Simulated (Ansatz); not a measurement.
CO$_{2}$

```
O C
1.0
     5.21910    0.00000    0.00000
     0.00000    4.72701    0.00000
     0.00000    0.00000    6.58717
O C
8 4
Direct
  0.00000 0.69585 0.60766
  0.50000 0.19585 0.60766
  0.00000 0.30415 0.39234
  0.50000 0.80415 0.39234
  0.00000 0.80415 0.10766
  0.50000 0.30415 0.10766
  0.00000 0.19585 0.89234
  0.50000 0.69585 0.89234
  0.00000 0.50000 0.50000
  0.50000 0.00000 0.50000
  0.00000 0.00000 0.00000
  0.50000 0.50000 0.00000
```

Space group Cmce; a structure from a database of computed crystals, not necessarily the ambient phase.

The calculation used Kohn-Sham DFT of a periodic cell, PBEsol, Ansatz PAW (Ansatz).

> What can the converged valence pseudo-density and electron localisation function tell about the bonding?

C–O (1.17 Å): ρ is about 3.6 e/Å³ halfway; the ELF peaks at about 0.80 between the atoms (inside overlapping PAW spheres, so only a guide): a short, multiple covalent bond.

> Does the calculation give a band gap?

It is gapped, with a Kohn–Sham gap of 6.6 eV on the k-point mesh (the band edges may lie off the mesh, which would make the gap smaller).

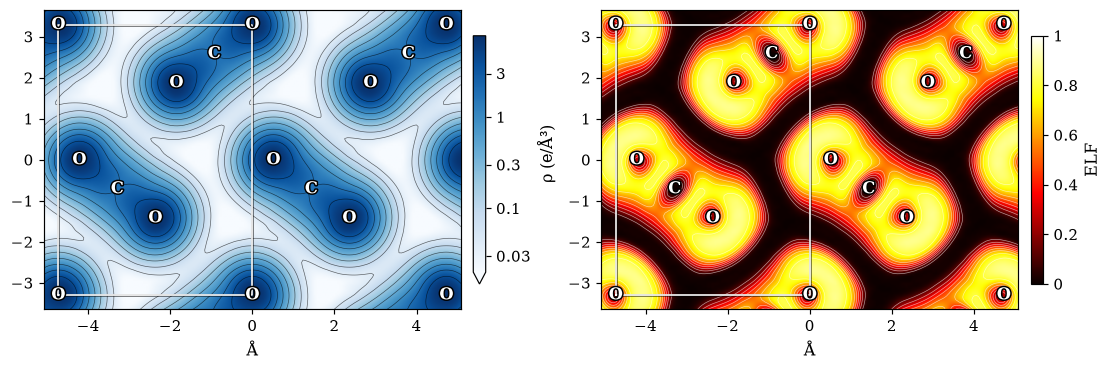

Computed valence pseudo-density and electron localisation function on the (100) plane of the conventional cell, in this order. 

In a PAW calculation such maps are meaningful between the atoms, not at the nuclei.
